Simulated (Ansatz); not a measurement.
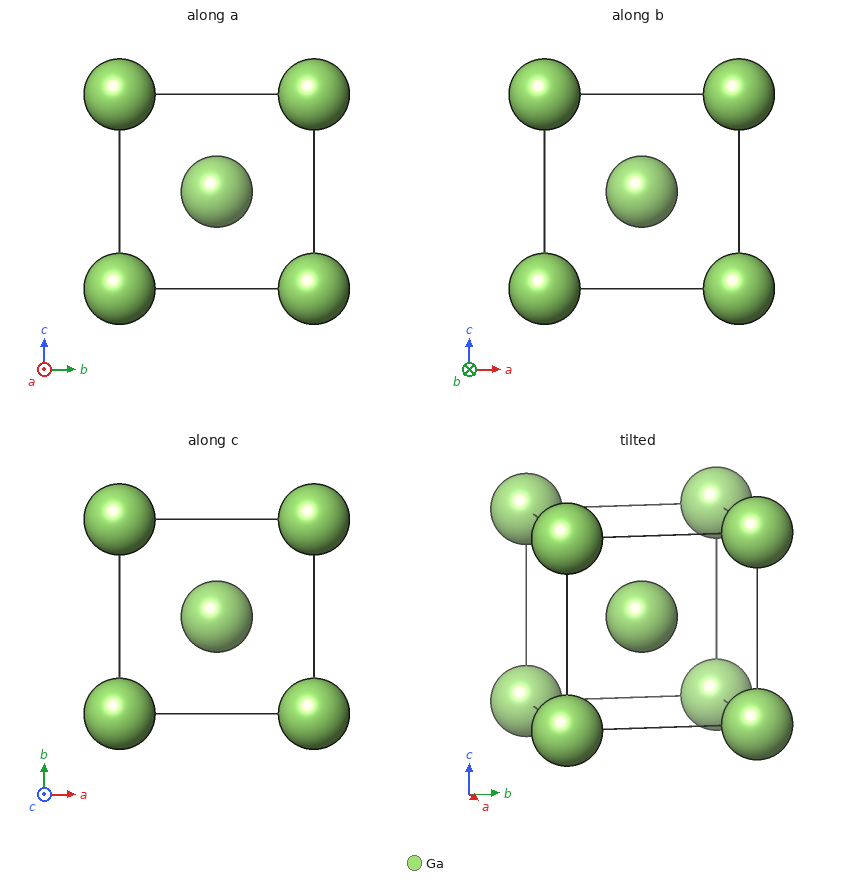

This spheres-only model is shown along the a axis, along the b axis, along the c axis and slightly off an axis. The conventional unit cell is drawn as a box.

Lattice parameters: a = 3.2636 Å, b = 3.2636 Å, c = 3.2636 Å, α = 90.000°, β = 90.000°, γ = 90.000°.

**Express the structure as a CIF in P1 with every atom of the cell.**

```cif
data_structure
_symmetry_space_group_name_H-M 'P 1'
_symmetry_Int_Tables_number 1
_cell_length_a 3.2636
_cell_length_b 3.2636
_cell_length_c 3.2636
_cell_angle_alpha 90.000
_cell_angle_beta 90.000
_cell_angle_gamma 90.000
_cell_volume 34.76
loop_
_atom_site_label
_atom_site_type_symbol
_atom_site_fract_x
_atom_site_fract_y
_atom_site_fract_z
_atom_site_occupancy
Ga1 Ga 0.0000 0.0000 0.0000 1
Ga2 Ga 0.5000 0.5000 0.5000 1
```

It derives from a structure type filled with this element by a generator (whether the element takes this form wasn't checked). The picture shows the end point of a geometry optimisation with Ansatz, DFT, LDA (PW92), plane waves (420 eV) with PAW, scalar-relativistic.
